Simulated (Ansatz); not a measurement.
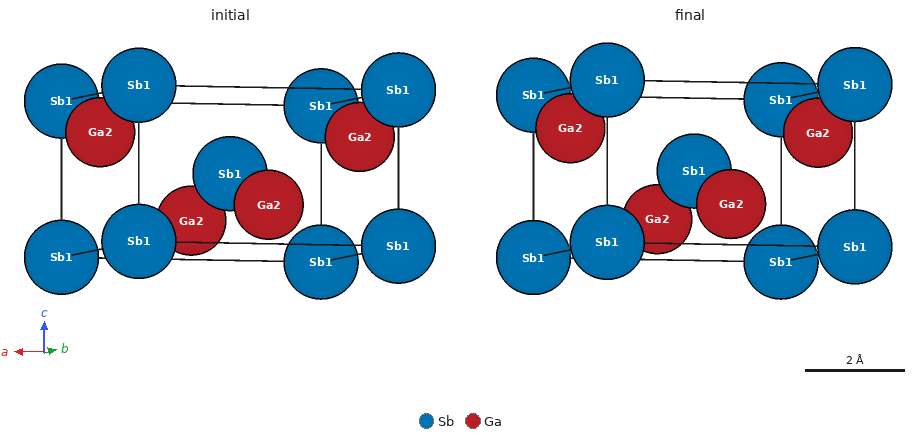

The structure of solid GaSb (set up in I-4m2) before (left) and after (right) a relaxation, at one scale.

Style: spheres-only. Shown: the conventional cell (2 times the calculation's cell), from a free direction. Lengths and directions refer to the drawn axes.

The run lets cell and atoms move.

All numbers below come from Ansatz 0.2.0, Kohn-Sham DFT of a periodic cell, HSEsol, Ansatz PAW.

Input file:
```yaml
crystal:
  lattice:
    - [-2.753434, 2.753434, 1.590707]
    - [2.753434, -2.753434, 1.590707]
    - [2.753434, 2.753434, -1.590707]
  atoms:
    - { symbol: Sb, position: [0.0, 0.0, 0.0] }
    - { symbol: Ga, position: [0.75, 0.25, 0.5] }
hamiltonian:
  xc:
    exchange: hjs_pbesol
    correlation: pbesol
    exx: { coeff: 0.25, omega: 0.207 }
  pseudopotentials: { kind: paw }
kpoints:
  mp_grid: { grid: [5, 5, 5] }
scf:
  occupations: { method: fermi_dirac, width: 0.05 }
output:
  forces: true
  stress: true
  eigenvalues: true
  write_density: true
  write_potential: true
  elf: true
  volumetric_format: npy
relax:
  f_tol: 0.01
  max_steps: 40
  cell: { stress_tol: 0.05 }
```

Summarise the run.

The atoms keep their places relative to the cell (all moves are under 0.005 Å). The drawn cell changes as follows: a = b 5.507 → 5.253 Å (−4.6 %), c 3.181 → 3.306 Å (+3.9 %); the volume changes by −5.5 %. Among the contacts that change: Sb1–Sb1 3.181 → 3.306 Å, Sb1–Ga2 2.866 → 2.753 Å. Bond angles that change, for instance: Ga2–Sb1–Ga2 147.8° → 145.1°, Sb1–Ga2–Sb1 147.8° → 145.1°. The space group stays I-4m2 (No. 119). After 8 accepted moves (9 points after the start) the energy has fallen by 68.2 meV per cell of the calculation. All forces vanish by symmetry, so only the cell relaxes. The pressure goes from −3.51 to 0.00 GPa. At 1 point the geometry stayed and the basis and grid were re-selected for the new cell (energy shift of 1.1 meV per cell of the calculation at most each time). The run took 110 s on 1 × NVIDIA H100 80GB HBM3 with 2 threads of AMD EPYC 7R13 Processor (Zen 3), on a shared host, peak memory 2.2 GiB.
